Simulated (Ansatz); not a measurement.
**WSe2: geometry relaxation (part 3 of 3)**

WSe2 (9 atoms in the cell); DFT PBEsol, scalar-relativistic, plane waves, PAW, no spin polarisation (Ansatz 0.2.0); cutoff 420 eV, 12×12×1 k-mesh, Gaussian smearing of 0.05 eV. The structure derives from a Materials Project entry. It belongs to a series of runs on one base structure; here: all atoms moved at random, sigma 0.1 A a component; relaxed back.

Geometry of the input (Å; fractional positions):
```
3.2709  0.0000  0.0000
-1.6355  2.8327  0.0000
0.0000  0.0000  29.1847
W  0.6626  0.3468  0.0031
W  0.3158  0.6348  0.7765
W  0.3339  0.6846  0.2305
Se 0.3288  0.6663  0.0558
Se 0.6718  0.3831  0.8296
Se 0.6531  0.3211  0.2764
Se 0.3868  0.6784  0.9409
Se 0.6610  0.3027  0.7161
Se 0.6528  0.3155  0.1711
```

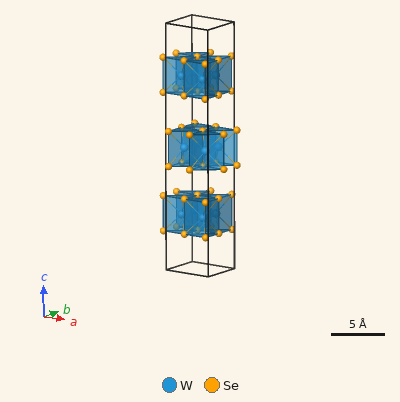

Fig. 1: The geometry at step 4 of the log (polyhedral view of the 2 × 2 repeat of the cell, with the vacuum cut short, seen slightly off an axis; polyhedra are completed across the faces of the cell).

**Output, continued**
```
  k-point 0: bands = ["-67.1731", "-67.1704", "-67.1704", "-40.8472", "-40.8472", "-40.8466", "-40.8466", "-40.8419", "-40.8419", "-40.8419", "-40.8418", "-40.8289", "-40.8289", "-40.8288", "-40.8288", "-40.8180", "-40.8180", "-40.8168", "-40.8168", "-40.8125", "-40.8125", "-40.8125", "-40.8125", "-40.8061", "-40.8039", "-40.8002", "-40.8002", "-40.7956", "-40.7956", "-40.7956", "-40.7956", "-40.7817", "-40.7817", "-31.4739", "-31.4714", "-31.4714", "-31.3193", "-31.3192", "-31.3166", "-31.3166", "-31.3165", "-31.3165", "-8.2754", "-8.2023", "-8.1327", "-7.0338", "-6.9042", "-6.7946", "0.0147", "0.3447", "0.6942", "3.7007", "4.3657", "4.3662", "4.3710", "4.3714", "4.3746", "4.3750", "4.3980", "5.2236", "5.5181", "5.5192", "5.5341", "5.5352", "5.5470", "5.5480", "6.0427", "6.5558", "6.8436", "9.7363", "9.7365", "9.7530", "9.7533", "9.7708", "9.7716", "9.8880", "9.8889", "9.9515", "9.9523", "9.9985", "9.9993", "11.1818", "11.3624"]
  k-point 1: bands = ["-67.1723", "-67.1697", "-67.1696", "-40.8471", "-40.8469", "-40.8466", "-40.8463", "-40.8419", "-40.8418", "-40.8416", "-40.8415", "-40.8289", "-40.8288", "-40.8285", "-40.8285", "-40.8181", "-40.8181", "-40.8170", "-40.8169", "-40.8126", "-40.8126", "-40.8125", "-40.8125", "-40.8060", "-40.8038", "-40.8000", "-40.8000", "-40.7957", "-40.7957", "-40.7957", "-40.7956", "-40.7815", "-40.7815", "-31.4703", "-31.4679", "-31.4678", "-31.3364", "-31.3337", "-31.3337", "-31.3233", "-31.3206", "-31.3206", "-8.1673", "-8.0944", "-8.0249", "-6.9760", "-6.8494", "-6.7430", "0.1519", "0.4804", "0.8312", "3.5824", "4.0404", "4.0493", "4.0558", "4.1974", "4.4694", "4.4766", "4.4822", "4.7560", "5.3330", "5.3510", "5.3658", "5.4853", "5.5228", "5.7296", "6.0604", "6.5084", "6.7212", "9.4598", "9.4933", "9.5101", "9.5105", "9.5695", "9.6113", "9.7215", "9.7864", "9.8581", "9.9273", "9.9618", "9.9754", "11.4513", "11.6871"]
  k-point 2: bands = ["-67.1702", "-67.1676", "-67.1675", "-40.8470", "-40.8468", "-40.8460", "-40.8454", "-40.8419", "-40.8418", "-40.8407", "-40.8407", "-40.8289", "-40.8288", "-40.8277", "-40.8276", "-40.8182", "-40.8182", "-40.8175", "-40.8169", "-40.8129", "-40.8129", "-40.8127", "-40.8126", "-40.8056", "-40.8033", "-40.7996", "-40.7996", "-40.7961", "-40.7961", "-40.7958", "-40.7958", "-40.7811", "-40.7811", "-31.4607", "-31.4582", "-31.4581", "-31.3830", "-31.3803", "-31.3803", "-31.3341", "-31.3314", "-31.3313", "-7.8566", "-7.7849", "-7.7162", "-6.8101", "-6.6928", "-6.5956", "0.5348", "0.8556", "1.2068", "3.2460", "3.2549", "3.2884", "3.2916", "3.7077", "4.0269", "4.7549", "4.7675", "4.7793", "4.9030", "4.9254", "4.9428", "5.2144", "5.3534", "5.6591", "5.9890", "6.2190", "6.3061", "8.7102", "8.8936", "9.1191", "9.2576", "9.3973", "9.4448", "9.4779", "9.5459", "9.5520", "10.3020", "10.3675", "10.4156", "11.8789", "12.1501"]
  k-point 73: bands = ["-67.1617", "-67.1591", "-67.1590", "-40.8476", "-40.8464", "-40.8423", "-40.8420", "-40.8420", "-40.8419", "-40.8371", "-40.8370", "-40.8289", "-40.8289", "-40.8240", "-40.8240", "-40.8196", "-40.8189", "-40.8188", "-40.8173", "-40.8143", "-40.8143", "-40.8131", "-40.8131", "-40.8039", "-40.8014", "-40.7979", "-40.7979", "-40.7974", "-40.7974", "-40.7963", "-40.7962", "-40.7793", "-40.7793", "-31.5700", "-31.5674", "-31.5674", "-31.4208", "-31.4183", "-31.4183", "-31.3779", "-31.3753", "-31.3752", "-6.1527", "-6.1181", "-6.0871", "-5.9343", "-5.8984", "-5.8771", "0.1433", "0.2325", "0.3131", "1.3745", "1.4374", "1.4940", "2.2478", "2.4704", "2.6582", "3.6782", "3.7070", "3.7324", "4.4132", "4.4864", "4.5479", "5.6232", "5.6762", "5.7024", "5.7831", "5.8578", "5.9235", "9.2231", "9.2359", "9.2461", "9.4229", "9.5647", "9.6759", "10.1104", "10.4240", "10.8407", "11.0090", "11.0439", "11.2183", "11.2446", "11.3514"]
--- Relaxed structure (6 steps of the walk, 5 accepted, 1 SCFs on fresh bases) ---
  F+E_penalty+E_count = -63320.26000118 eV   max|allowed force component| = 2.176e-3 eV/Å   (the final SCF, on the basis selected at the relaxed cell)
  cell:  # Å, volume = 271.4492 Å³
    - [3.270802665891519, -1.953418787466265e-5, 0.0069652662520083945]
    - [-1.6354182499987029, 2.832472789744802, -0.00791658783922446]
    - [0.062147841904858496, -0.045682404121839285, 29.300361778937088]
  atoms:
    - { symbol: W, position: [0.6661967918249341, 0.33305241469284813, 5.901862362545641e-6] }
    - { symbol: W, position: [0.33787920581505, 0.6606357159110927, 0.7744836492470162] }
    - { symbol: W, position: [0.3292445413919784, 0.6729519354606828, 0.2255116075103584] }
    - { symbol: Se, position: [0.33160317156791036, 0.6682329018222214, 0.057151465939600916] }
    - { symbol: Se, position: [0.6699636043941417, 0.32920481213283626, 0.8316385580446395] }
    - { symbol: Se, position: [0.6613045420685724, 0.34152234515820734, 0.282586862382885] }
    - { symbol: Se, position: [0.33408600953389767, 0.6644699821097032, 0.9428596745857547] }
    - { symbol: Se, position: [0.6724950325548669, 0.32548560976919877, 0.7174068440589402] }
    - { symbol: Se, position: [0.6638937675486489, 0.33777761614320934, 0.16835543636844358] }
```

**Trajectory as extended XYZ (Å, eV, eV/Å), 7 frames, from step=1 to step=7**
```
9
Lattice="3.2709 0.0000 0.0000 -1.6355 2.8327 0.0000 0.0000 0.0000 29.1848" Properties=species:S:1:pos:R:3:forces:R:3 step=1 energy=-63318.10424 pressure_GPa=5.75
W     1.6000    0.9825    0.0896    1.5294  -0.5902  -3.6945
W    -0.0051    1.7983   22.6627   -0.7090   2.4843  -3.9708
W    -0.0275    1.9392    6.7275    0.1467  -2.6421  -7.4646
Se   -0.0143    1.8875    1.6281   -0.3192   0.4266   2.3163
Se    1.5708    1.0851   24.2113    0.9870  -2.3146   2.8797
Se    1.6112    0.9095    8.0657   -0.0656   1.8381   7.4463
Se    0.1559    1.9216   27.4611   -1.2234   0.1655   1.3880
Se    1.6671    0.8575   20.8982   -0.2634  -0.1739   1.0963
Se    1.6193    0.8938    4.9949   -0.0824   0.8063   0.0035
9
Lattice="3.2735 0.0014 0.0165 -1.6355 2.8328 -0.0189 0.1469 -0.1101 29.3742" Properties=species:S:1:pos:R:3:forces:R:3 step=2 energy=-63320.17882 pressure_GPa=0.04
W     1.6702    0.9697   -0.0171    0.0654   0.0075   0.8796
W     0.1060    1.7922   22.7101   -0.1058  -0.1317   0.8682
W     0.0124    1.8614    6.6129   -0.0547  -0.2364   0.8400
Se    0.0075    1.8973    1.6785    0.1463   0.1723  -0.4719
Se    1.7161    0.9088   24.4278    0.1709  -0.4173  -0.4273
Se    1.6494    0.8964    8.3178   -0.0682   0.2436  -0.2796
Se    0.2129    1.8171   27.6985   -0.2258  -0.1811  -0.4030
Se    1.7575    0.7864   21.0771   -0.0496   0.5438  -0.4381
Se    1.6448    0.9128    4.9863    0.1214  -0.0006  -0.5680
9
Lattice="3.2709 0.0000 0.0093 -1.6354 2.8345 -0.0109 0.0831 -0.0645 29.3274" Properties=species:S:1:pos:R:3:forces:R:3 step=3 energy=-63320.25950 pressure_GPa=-0.03
W     1.6510    0.9551    0.0025    0.0007   0.0048  -0.0060
W     0.0711    1.8261   22.7023   -0.0001  -0.0069  -0.0020
W    -0.0034    1.8788    6.6172   -0.0022  -0.0042  -0.0099
Se    0.0110    1.9041    1.6695   -0.0019  -0.0050   0.0037
Se    1.7017    0.8847   24.3828    0.0037   0.0006   0.0079
Se    1.6270    0.9371    8.2952    0.0025   0.0028   0.0092
Se    0.1035    1.8323   27.6490   -0.0042  -0.0032   0.0024
Se    1.7111    0.8768   21.0374    0.0017   0.0056  -0.0031
Se    1.6369    0.9298    4.9498   -0.0003   0.0056  -0.0026
9
Lattice="3.2697 -0.0001 0.0076 -1.6349 2.8288 -0.0087 0.0681 -0.0505 29.3080" Properties=species:S:1:pos:R:3:forces:R:3 step=4 energy=-63320.25961 pressure_GPa=0.04 accepted=F
W     1.6340    0.9436    0.0025    0.0034  -0.0125  -0.0021
W     0.0756    1.8298   22.6973   -0.0020   0.0143  -0.0031
W    -0.0068    1.8900    6.6041   -0.0014   0.0091  -0.0052
Se   -0.0046    1.8883    1.6732   -0.0004   0.0067  -0.0155
Se    1.7063    0.8913   24.3791    0.0022  -0.0114  -0.0138
Se    1.6240    0.9507    8.2832    0.0017  -0.0036  -0.0078
Se    0.0714    1.8322   27.6287   -0.0028   0.0058   0.0174
Se    1.7143    0.8847   21.0286    0.0008  -0.0036   0.0159
Se    1.6321    0.9451    4.9331   -0.0015  -0.0046   0.0142
9
Lattice="3.2708 -0.0000 0.0080 -1.6354 2.8326 -0.0093 0.0716 -0.0542 29.3129" Properties=species:S:1:pos:R:3:forces:R:3 step=5 energy=-63320.25978 pressure_GPa=-0.00
W     1.6436    0.9499    0.0022   -0.0009  -0.0014  -0.0014
W     0.0700    1.8311   22.6954    0.0004   0.0003  -0.0017
W    -0.0066    1.8858    6.6106   -0.0005   0.0017  -0.0031
Se    0.0042    1.8972    1.6707   -0.0001  -0.0018   0.0009
Se    1.7012    0.8901   24.3757    0.0027  -0.0015   0.0017
Se    1.6245    0.9448    8.2885    0.0022  -0.0009   0.0013
Se    0.0840    1.8367   27.6349   -0.0018   0.0012   0.0006
Se    1.7095    0.8837   21.0289    0.0000   0.0006   0.0012
Se    1.6332    0.9384    4.9417   -0.0019   0.0016   0.0005
9
Lattice="3.2708 -0.0000 0.0070 -1.6354 2.8325 -0.0079 0.0621 -0.0457 29.3004" Properties=species:S:1:pos:R:3:forces:R:3 step=6 energy=-63320.25986 pressure_GPa=0.00
W     1.6343    0.9433    0.0022    0.0000  -0.0013  -0.0003
W     0.0729    1.8358   22.6898    0.0001   0.0016  -0.0009
W    -0.0096    1.8958    6.6045    0.0000   0.0015  -0.0003
Se   -0.0047    1.8901    1.6716    0.0007  -0.0003  -0.0006
Se    1.7046    0.8945   24.3694    0.0008  -0.0016  -0.0006
Se    1.6220    0.9544    8.2818    0.0015  -0.0014  -0.0007
Se    0.0646    1.8390   27.6232   -0.0003   0.0019   0.0008
Se    1.7119    0.8891   21.0224   -0.0006  -0.0006   0.0013
Se    1.6295    0.9490    4.9348   -0.0022   0.0001   0.0012
9
Lattice="3.2708 -0.0000 0.0070 -1.6354 2.8325 -0.0079 0.0621 -0.0457 29.3004" Properties=species:S:1:pos:R:3:forces:R:3 step=7 energy=-63320.26000 pressure_GPa=-0.00
W     1.6343    0.9433    0.0022    0.0000  -0.0013  -0.0003
W     0.0729    1.8358   22.6898    0.0001   0.0016  -0.0009
W    -0.0096    1.8958    6.6045    0.0000   0.0015  -0.0003
Se   -0.0047    1.8901    1.6716    0.0007  -0.0003  -0.0006
Se    1.7046    0.8945   24.3694    0.0008  -0.0016  -0.0006
Se    1.6220    0.9544    8.2818    0.0015  -0.0014  -0.0007
Se    0.0646    1.8390   27.6232   -0.0003   0.0019   0.0009
Se    1.7119    0.8891   21.0224   -0.0006  -0.0006   0.0014
Se    1.6295    0.9490    4.9348   -0.0022   0.0001   0.0012
```

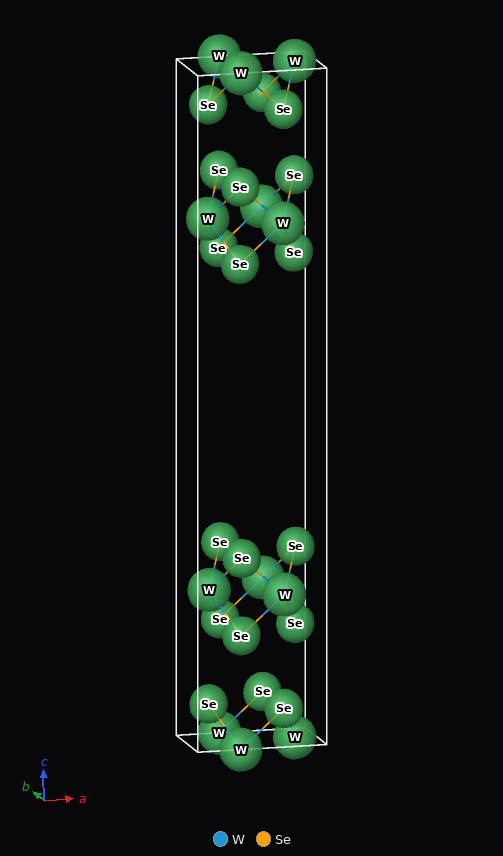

Fig. 2: Isosurface of the valence pseudo-density at 1 e/Å³ (green), seen slightly off an axis. Sticks mark near contacts. The outline is the cell set on symmetry axes. At this value the density breaks into separate islands; it holds about 70 % of the electrons treated as valence (semicore included). It is pinched off along the W–Se (2.52 Å) contacts. On the grid the lowest density along these lines, outside the cores, is 0.56 e/Å³ (W–Se, 2.52 Å). In a PAW calculation such maps are meaningful between the atoms, not at the nuclei.

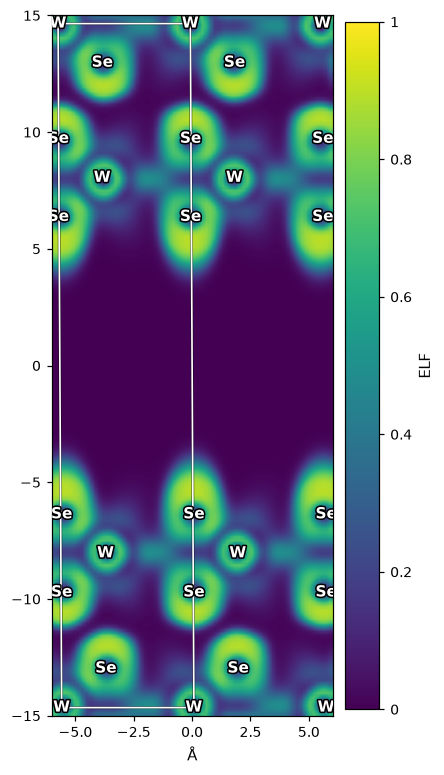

Fig. 3: ELF on the (010) plane of the conventional cell. The section cuts through W and Se sites. W–Se (2.52 Å): the ELF is about 0.55 at the midpoint. The strong features right at W lie inside the PAW spheres (semicore, d or f shells) and say nothing about bonding.

**Key numbers**

| quantity | value |
| --- | --- |
| outcome | converged |
| space group (tolerance 0.01 Å) | P1 (1) |
| electrons treated | 138 |
| free energy | −63320.2600 eV |
| Fermi energy | 7.464 eV |
| gap on the k-point mesh | 1.25 eV |
| pressure | 0.00 GPa |
| final volume | 271.45 Å³ |
| largest force (length of the vector) at the end | 0.002 eV/Å |
| final cell | a = 3.271 Å, b = 3.271 Å, c = 29.300 Å, α = 90.28°, β = 89.76°, γ = 120.00° |
| hardware | 2 threads of AMD EPYC (Zen 5), 32 GiB of memory available, shared host |
| wall time | 3.8 min (CPU time 7.6 min) |
| peak memory | 1.5 GiB |

**Remarks**

Warnings of the run: the exchange-correlation potential is rough where the density is thin. Spin–orbit coupling is left out, which matters for W.
